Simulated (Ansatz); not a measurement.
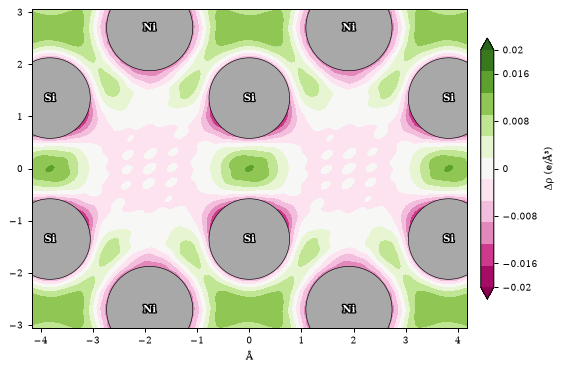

Si2Ni. Difference of the valence pseudo-densities of two functionals at the same geometry, on the (011̄) plane of the calculation cell: r2SCAN less LDA.

Both computed with Ansatz (plane waves, PAW), on the same k-point mesh. Grey discs cover the atomic cores.

```yaml
crystal:
  lattice:
    - [0.00000, 2.70300, 2.70300]
    - [2.70300, 0.00000, 2.70300]
    - [2.70300, 2.70300, 0.00000]
  atoms:
    - { symbol: Ni, position: [0.00000, 0.00000, 0.00000] }
    - { symbol: Si, position: [0.75000, 0.75000, 0.75000] }
    - { symbol: Si, position: [0.25000, 0.25000, 0.25000] }
```

### Where does the change of functional move the electrons?

Against LDA, r2SCAN gives less density around Ni (−0.005 e/Å³ on average at 1.0 Å from the nucleus) and a change of +0.004 e/Å³ at the midpoint of Si–Ni.
